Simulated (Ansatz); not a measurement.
## W: single-point calculation

W (Fm-3m, 8 atoms in the cell), computed with DFT r2SCAN, scalar-relativistic, plane waves, PAW, no spin polarisation (Ansatz 0.2.0).

The structure derives from an entry of the Crystallography Open Database. It belongs to a series of runs on one base structure; here: the relaxed cell repeated 8 times. Figures and captions count atoms from 1; the log counts them from 0 in places.

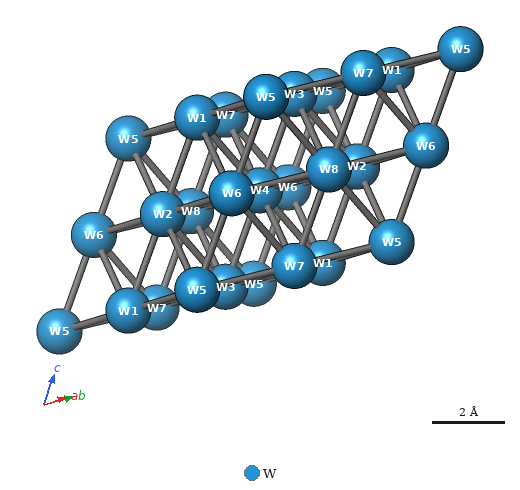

Figure 1. The structure as given in the input (ball-and-stick view of the cell of the calculation, seen at an oblique angle; atoms are numbered from 1 in the order of the input). An atom can appear more than once, as a periodic image. Near neighbours in the periodic cell (some may lie outside the picture): W has 12 W at 2.87 Å.

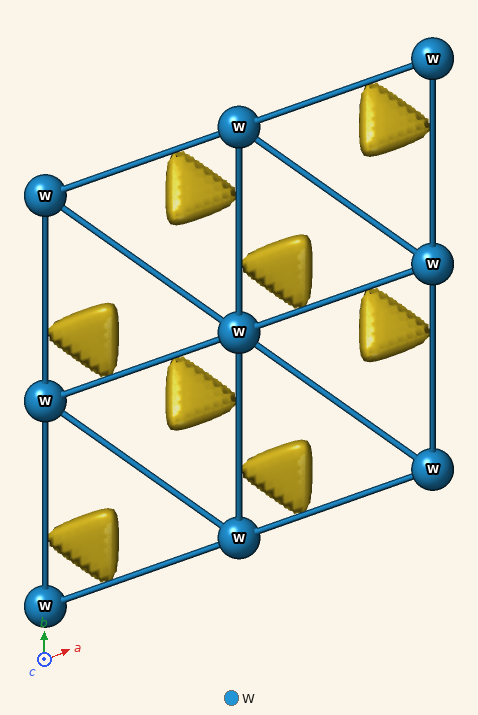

Figure 2. Isosurface of the ELF at 0.5 (yellow), seen along the c axis. Only the valence region is drawn (cores and ρ < 0.01 e/Å³ removed). Sticks mark near contacts. The outline is the calculation cell. Values along the shortest contacts: Core electrons are frozen (PAW), so the fields are smoothed inside the atomic spheres.

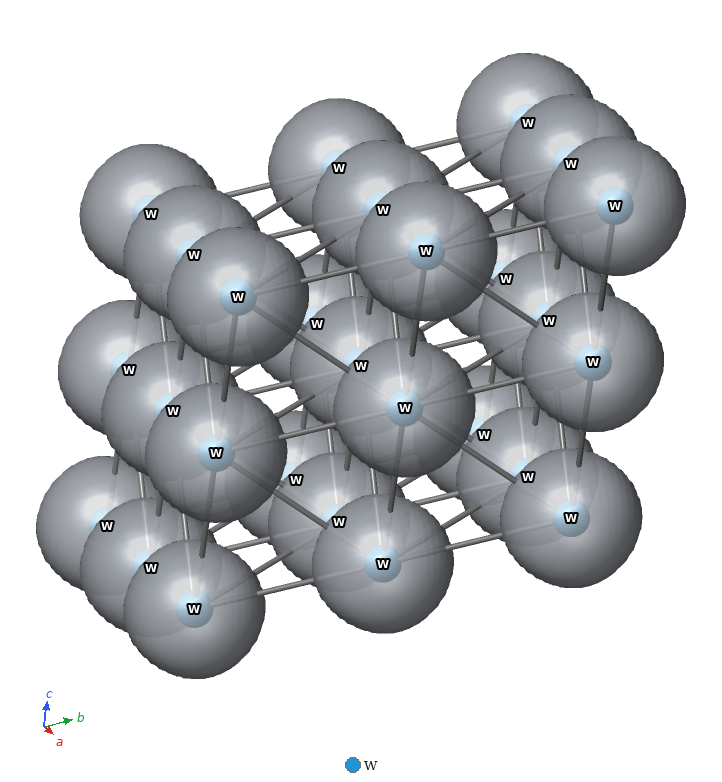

Figure 3. Isosurface of the valence pseudo-density at 0.8 e/Å³ (grey), seen slightly off an axis. Sticks mark near contacts. The outline is the calculation cell. At this value the density breaks into separate islands; it holds about 65 % of the electrons treated as valence (semicore included). It is pinched off along the W–W (2.87 Å) contacts. On the grid the lowest density along these lines, outside the cores, is 0.34 e/Å³ (W–W, 2.87 Å).

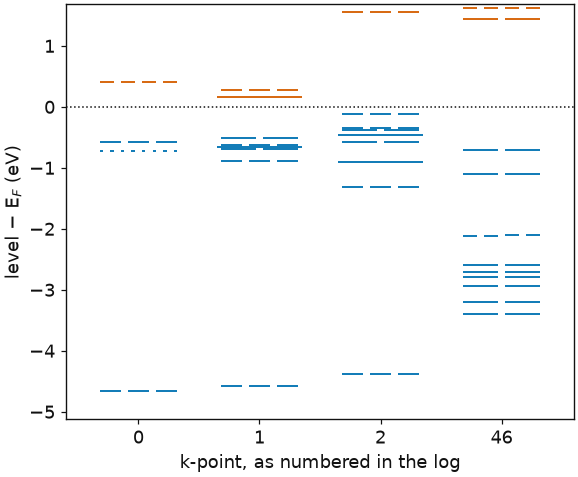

Figure 4. Kohn–Sham levels near the Fermi level (dotted) at the few k-points that the log prints; levels within 0.02 eV of each other stand side by side. The system is metallic on the full mesh.

These pictures come from the run below.

Input
```yaml
crystal:
  lattice:
    - [4.06, -4.06, 0.0]
    - [4.06, 0.0, 4.06]
    - [0.0, -4.06, 4.06]
  atoms:
    - { symbol: W, position: [0.5, 0.0, 0.0] }
    - { symbol: W, position: [0.5, 0.0, 0.5] }
    - { symbol: W, position: [0.5, 0.5, 0.0] }
    - { symbol: W, position: [0.5, 0.5, 0.5] }
    - { symbol: W, position: [0.0, 0.0, 0.0] }
    - { symbol: W, position: [0.0, 0.0, 0.5] }
    - { symbol: W, position: [0.0, 0.5, 0.0] }
    - { symbol: W, position: [0.0, 0.5, 0.5] }
basis:
  ecutwfc: 500
kpoints:
  mp_grid: { grid: [10, 10, 10] }
hamiltonian:
  xc: r2scan
scf:
  occupations: { method: gaussian, width: 0.15 }
output:
  forces: true
  stress: true
  eigenvalues: true
  write_density: true
  write_potential: true
  elf: true
  volumetric_format: npy
```

Command:
```bash
ansatz run input.yaml --threads 2 --pin off --max-ram 5120MiB --backend cpu --events-out ev --progress --plain --runs-dir out
```

The program's output
```
Engine: ansatz 0.2.0, x86_64-unknown-linux-gnu
Pseudopotentials: kind: paw
Pseudopotential: W, paw, valence charge 14, recommended cutoff 500 eV (meta_gga), W.paw.azcp
Functional definition: r2SCAN
  parameter k0 = 0.174
  parameter k1 = 0.065
  parameter a1 = 4.9479
  exchange = r2scan_x(k0 = k0, k1 = k1, a1 = a1)
  correlation = r2scan_c
Crystal: 8 atoms, lattice volume = 133.847 Å³
Basis set: ecut = 500 eV, 3479 PW (Γ), exchange–correlation on 180×180×180 points (64 copies of the dense FFT grid, shifted against one another)
Bands: 68, of which v1, the nominal top of the filled ones, is band 56 counted from 1 (55 counted from 0)
Symmetry: 384 space group operations
Space group: Fm-3m (ITA 225), of the structure as read, at distance tolerance 5.1e-5 Å
k-points: 47 of 1000
Non-local potential: W, projectors of the file, l = 0: 3, l = 1: 2, l = 2: 2, l = 3: 1
PAW form: soft (Blöchl's): semilocal exchange-correlation on the pseudo side does not see the compensation charge
PAW frozen core: W, regenerated for the run's functional (the file was generated under x = pbe(κ = 0.804, μ = 0.2195149727645171), c = pbe(β = 0.06672455060314922))
PAW one-centre angular grid: W, 590 points (default); XC on 160 Gauss nodes
Initial density: superposition of atomic densities (neutral atoms: chi_scale 0, normalization atom), corrected by the library's trained network
Initial wavefunctions: pseudopotential atomic-orbital guess
Functional: x = r2scan, c = r2scan; τ floored in thin density (d = 2e-4 eV/Å³)
SCF iter   1: F=—  HF=-83173.758082 eV  |F-HF|=—  |Δ(HF+E_count)|=         —  Δρ=5.93e-3  dr2=2.21e-2  dr2_τ=3.19e-1  ethr=1.77e-3  ⟨swp⟩=4.6  Hψ=11758  notcnv=0
preconditioner: auto → Kerker (q_TF=auto, 2.648 Å⁻¹)  [metal: Δε(μ)=0.016 eV  Ē_g=4.718 eV  σ=0.150 eV  W_gap=0.06  n_scr=50 (ndim 8)  ℏωp=22.2 eV  f_vac=0.000  D(μ)=10.92/eV (n_scr^D=136)]
SCF iter   2: F=—  HF=-83173.842726 eV  |F-HF|=—  |Δ(HF+E_count)|=   8.46e-2  Δρ=3.66e-3  dr2=6.99e-3  dr2_τ=9.63e-4  ethr=1.97e-5  ⟨swp⟩=2.8  Hψ=6495  notcnv=0
SCF iter   3: F=—  HF=-83173.845764 eV  |F-HF|=—  |Δ(HF+E_count)|=   3.04e-3  Δρ=3.65e-4  dr2=7.76e-5  dr2_τ=2.19e-5  ethr=6.24e-6  ⟨swp⟩=2.2  Hψ=4561  notcnv=0
SCF iter   4: F=—  HF=-83173.845944 eV  |F-HF|=—  |Δ(HF+E_count)|=   1.80e-4  Δρ=1.29e-4  dr2=1.37e-5  dr2_τ=1.40e-6  ethr=6.93e-8  ⟨swp⟩=2.8  Hψ=5500  notcnv=0
SCF iter   5: F=—  HF=-83173.845954 eV  |F-HF|=—  |Δ(HF+E_count)|=   1.01e-5  Δρ=2.81e-5  dr2=6.38e-7  dr2_τ=1.92e-7  ethr=1.23e-8  ⟨swp⟩=2.0  Hψ=4243  notcnv=0
SCF iter   6: F=-83173.845954 eV  HF=-83173.845954 eV  |F-HF|=1.39e-8  |Δ(HF+E_count)|=   8.58e-8  Δρ=4.39e-6  dr2=2.87e-8  dr2_τ=2.22e-8  ethr=8.93e-11  ⟨swp⟩=13.4  Hψ=21041  notcnv=0
SCF 1 converged in 6 iterations: F = -83173.845954 eV  dr2 = 2.87e-8
  greatest PAW one-centre occupation: 0.999 electrons in one spin orbital (limit 2), on the W atom at site 7 (counted from 0), in its partial waves of l = 0
SCF converged after 6 iterations
Free energy (F): -83173.845954 eV
Harris-Foulkes:  -83173.845954 eV  (|F-HF|=1.39e-8)
Internal energy: -83173.724133 eV  (E = F + TS)
E sigma→0 (E₀):  -83173.785044 eV
Entropy (-TS):   -0.121821 eV (-15.228 meV/atom)
Fermi energy:    20.676882 eV
--- Per-component energies (eV) ---
  E_band       = -903.979691
  E_kinetic    = 3589.492338
  E_local      = -5104.078181  (includes V_loc(G=0)·N_el)
  E_nonlocal   = 10.131352
  E_hartree    = 1813.334467
  E_xc         = -1985.039954
  E_vxc        = -2069.374060  (∫ρ·V_xc dr)
  E_paw        = -68744.095579  (= ΣΔE_a)
  E_vpaw       = -1064.024774  (= ΣTr[D̂ρ^β])
  E_aug_tail   = -0.000322  (compensation charges beyond the density's cutoff)
  E_vtau       = 107.193520  (kinetic-family band-sum trace: ∫τ·v_τ [+ j·A + Jᵃ·Aᵃ] dr)
  E_ewald      = -12748.764663
  E_core_change = -4.703590  (= ΣΔE_core)
  E_smearing   = -0.121821  (= −TS)
  E_closure    = -0.000000  (closes the sum)
  Σ components = -83173.845954   (vs F -83173.845954, Δ=0.00e0)
--- Forces (eV/Å), atoms counted from 1 ---
  atom   1  W      0.00000000    -0.00000000    -0.00000000
  atom   2  W      0.00000000     0.00000000    -0.00000000
  atom   3  W      0.00000000     0.00000000    -0.00000000
  atom   4  W      0.00000000     0.00000000    -0.00000000
  atom   5  W      0.00000000     0.00000000     0.00000000
  atom   6  W      0.00000000     0.00000000     0.00000000
  atom   7  W      0.00000000     0.00000000     0.00000000
  atom   8  W      0.00000000     0.00000000     0.00000000
  max |Σ_I F_I| component: 2.22e-28 eV/Å
--- Stress (GPa, compression-positive) ---
       -8.836836       0.000000      -0.000000
        0.000000      -8.836836      -0.000000
       -0.000000      -0.000000      -8.836836
  P = ⅓ Tr σ = -8.8368 GPa (-88.368 kbar)
--- Band table (eV; the first three rows and the last of 47) ---
  k-point 0: bands = ["-54.8976", "-54.7892", "-54.7892", "-54.7892", "-54.7892", "-54.7537", "-54.7537", "-54.7537", "-19.0511", "-19.0511", "-19.0511", "-19.0511", "-18.9798", "-18.9798", "-18.9798", "-18.3174", "-18.3174", "-18.3174", "-18.3174", "-18.3174", "-18.3174", "-18.0585", "-18.0585", "-18.0585", "-18.0585", "-18.0585", "-18.0585", "-18.0585", "-18.0585", "-17.9056", "-17.9056", "-17.9056", "11.3048", "14.8940", "14.8940", "14.8940", "14.8940", "15.0998", "15.0998", "15.0998", "16.0192", "16.0192", "16.0192", "19.9536", "19.9536", "19.9536", "19.9536", "19.9536", "19.9536", "19.9536", "19.9536", "20.1043", "20.1043", "20.1043", "21.0865", "21.0865", "21.0865", "21.0865", "23.3984", "23.3984", "23.6063", "23.6063", "23.6063", "25.7971", "25.7971", "25.7971", "25.7971", "25.7971"]
  k-point 1: bands = ["-54.8950", "-54.7919", "-54.7884", "-54.7884", "-54.7884", "-54.7546", "-54.7546", "-54.7546", "-19.0391", "-19.0391", "-19.0391", "-19.0247", "-18.9663", "-18.9663", "-18.9663", "-18.3277", "-18.3277", "-18.3277", "-18.3112", "-18.3112", "-18.3112", "-18.0765", "-18.0765", "-18.0765", "-18.0649", "-18.0649", "-18.0649", "-18.0548", "-18.0548", "-17.9355", "-17.9094", "-17.9094", "11.4177", "14.8783", "14.9926", "14.9926", "14.9926", "15.1759", "15.1759", "15.1759", "16.0901", "16.0901", "16.0901", "19.7874", "19.7874", "19.7874", "19.9920", "19.9920", "20.0140", "20.0482", "20.0482", "20.0482", "20.1574", "20.1574", "20.8295", "20.9452", "20.9452", "20.9452", "23.1717", "23.1717", "23.1717", "23.3498", "23.3498", "25.6299", "25.6299", "25.6315", "25.6315", "25.6315"]
  k-point 2: bands = ["-54.8873", "-54.7997", "-54.7858", "-54.7858", "-54.7858", "-54.7571", "-54.7571", "-54.7571", "-19.0052", "-19.0052", "-19.0052", "-18.9479", "-18.9297", "-18.9297", "-18.9297", "-18.3551", "-18.3551", "-18.3551", "-18.2931", "-18.2931", "-18.2931", "-18.1280", "-18.1280", "-18.1280", "-18.0837", "-18.0837", "-18.0837", "-18.0441", "-18.0441", "-18.0219", "-17.9204", "-17.9204", "11.7471", "14.8062", "15.2729", "15.2729", "15.2729", "15.3916", "15.3916", "15.3916", "16.3021", "16.3021", "16.3021", "19.3594", "19.3594", "19.3594", "19.7734", "20.1021", "20.1021", "20.2151", "20.3011", "20.3011", "20.3296", "20.3296", "20.3296", "20.5580", "20.5580", "20.5580", "22.2243", "22.2243", "22.2243", "23.2321", "23.2321", "24.9566", "24.9566", "24.9566", "25.1822", "25.1822"]
  k-point 46: bands = ["-54.8189", "-54.8189", "-54.8108", "-54.8108", "-54.7683", "-54.7683", "-54.7603", "-54.7603", "-18.7429", "-18.7429", "-18.7133", "-18.7133", "-18.6293", "-18.6293", "-18.6061", "-18.6061", "-18.5594", "-18.5594", "-18.5476", "-18.5476", "-18.2403", "-18.2403", "-18.2291", "-18.2291", "-18.1676", "-18.1676", "-18.1673", "-18.1673", "-18.0678", "-18.0678", "-18.0439", "-18.0439", "14.7784", "14.7784", "15.2578", "15.2578", "17.2759", "17.2759", "17.4756", "17.4756", "17.7409", "17.7409", "17.8798", "17.8798", "17.9644", "17.9644", "18.0872", "18.0872", "18.5620", "18.5620", "18.5798", "18.5798", "19.5730", "19.5730", "19.9732", "19.9732", "22.1181", "22.1181", "22.2910", "22.2910", "22.2971", "22.2971", "22.3726", "22.3726", "22.3916", "22.3916", "22.4040", "22.4040"]
```

Results in brief

```json
{"quantity": "outcome", "value": "converged"}
{"quantity": "space group (tolerance 0.01 Å)", "value": "Fm-3m (225)"}
{"quantity": "electrons treated", "value": "112"}
{"quantity": "free energy", "value": "−83173.8460 eV"}
{"quantity": "Fermi energy", "value": "20.677 eV"}
{"quantity": "gap on the k-point mesh", "value": "none (metallic)"}
{"quantity": "pressure", "value": "−8.84 GPa"}
{"quantity": "largest force (length of the vector)", "value": "under 0.001 eV/Å"}
{"quantity": "hardware", "value": "2 threads of Intel Xeon @ 2.50GHz (Skylake/Cascade Lake), 32 GiB of memory available, shared host"}
{"quantity": "wall time", "value": "25 s (CPU time 48 s)"}
{"quantity": "peak memory", "value": "1.1 GiB"}
```

Notes

Spin–orbit coupling is left out, which matters for W. The cell is under a tension of 8.8 GPa at this level, so it is not at its equilibrium volume.
